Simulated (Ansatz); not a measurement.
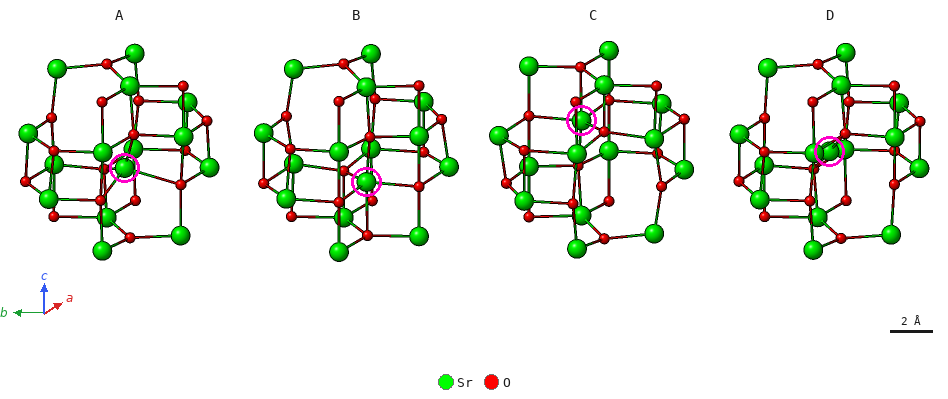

4 geometries from a converged minimum-energy path of a defect cell of composition Sr₁₁O₁₂ (cell charge −2) with a Sr vacancy (23 atoms in the cell), shuffled. A ball-and-stick model of the atoms within 5.2 Å of the middle of the path, seen from a free direction. The moving atom is ringed, with any periodic copies. Bonds to atoms that aren't drawn are left out.

Method: DFT PBE, scalar-relativistic, plane waves, PAW (Ansatz). Set-up: plane-wave cutoff 420 eV; k-point mesh 3 × 3 × 2; Gaussian smearing 0.05 eV; 3 movable images; climbing image; force threshold 0.05 eV/Å; iteration limit 60.

**One of them is the converged climbing image. Which?**

D. In order along the path, whose images run from 0 to 4: C (image 0, 0.00 eV), D (image 2, +1.75 eV), A (image 3, +0.74 eV), B (image 4, 0.00 eV). It is a vacancy jump: a nearby atom moves into the empty site and leaves its own site empty. A Sr atom travels furthest, 3.27 Å from end to end, along [−3 −3 −2], on a straight line. At the highest image its nearest neighbour (O) is 2.26 Å away, against 2.41 Å at the start, and the surrounding atoms stand up to 0.32 Å off the mean of their end positions.

Limits of the set-up: the periodic images lie only 7.4 Å apart, so the values are limited by the cell's size; the cell is charged, on a uniform background, and energies carry no finite-size correction.

Cost: 5.2 min on 4 threads of Intel(R) Xeon(R) Platinum 8375C CPU @ 2.90GHz (Ice Lake), with other jobs on the host, peak memory 2.5 GiB.
